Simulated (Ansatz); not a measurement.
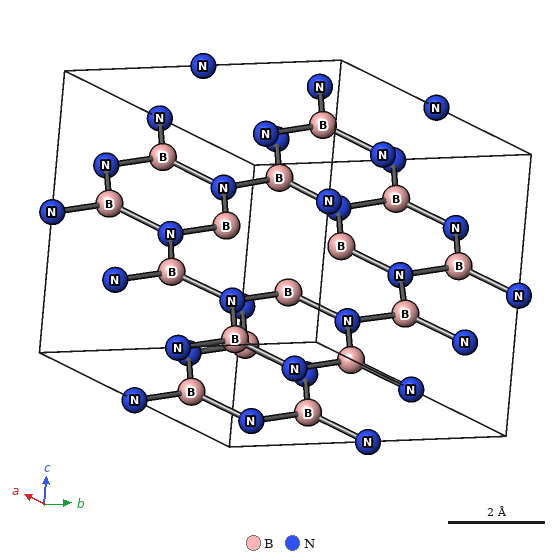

Drawn in the ball-and-stick manner and seen from a general direction. Thin lines show the supercell, with boundary atoms drawn in all their periodic places. The host is BN, in a cell of 32 sites, and the cell carries a charge of +2.

### Where does the cell differ from the host, and how?

A nitrogen vacancy. Around the empty site lie three B at about 1.4 Å.

Computational set-up: Ansatz, DFT PBE+D3(BJ), scalar-relativistic, plane waves, PAW, plane waves to 420 eV, a 2×2×2 grid in reciprocal space, Gaussian smearing of 0.01 eV, collinear spins.

### Does the defective cell carry a moment?

Yes, 1.0 μB in the cell.

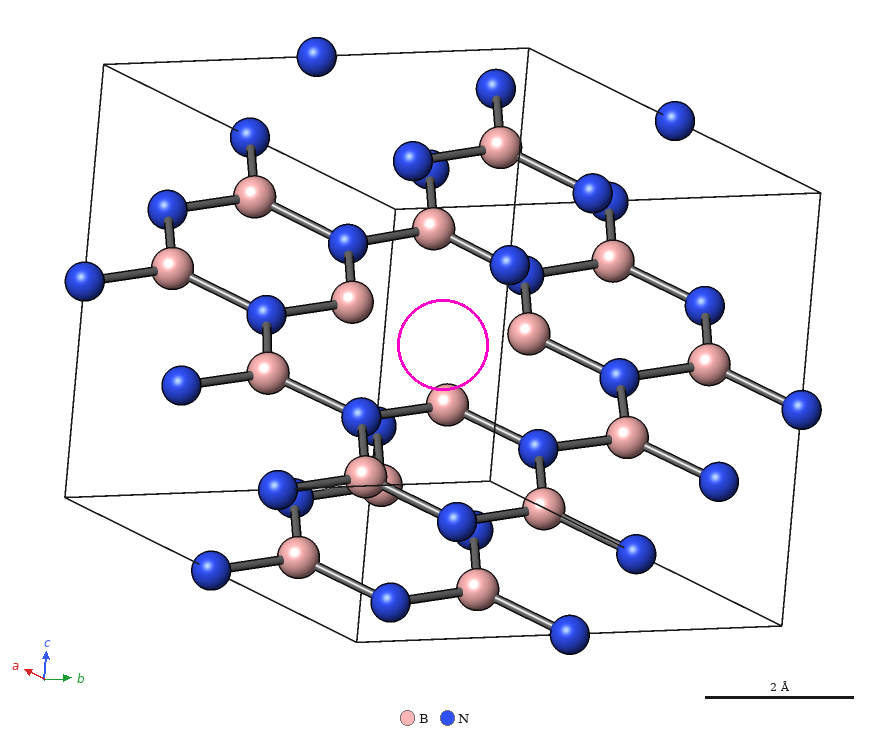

The same cell with a ring at the defect's site.

The atoms were relaxed in the host's cell with DFT PBE+D3(BJ), scalar-relativistic, plane waves, PAW (Ansatz).
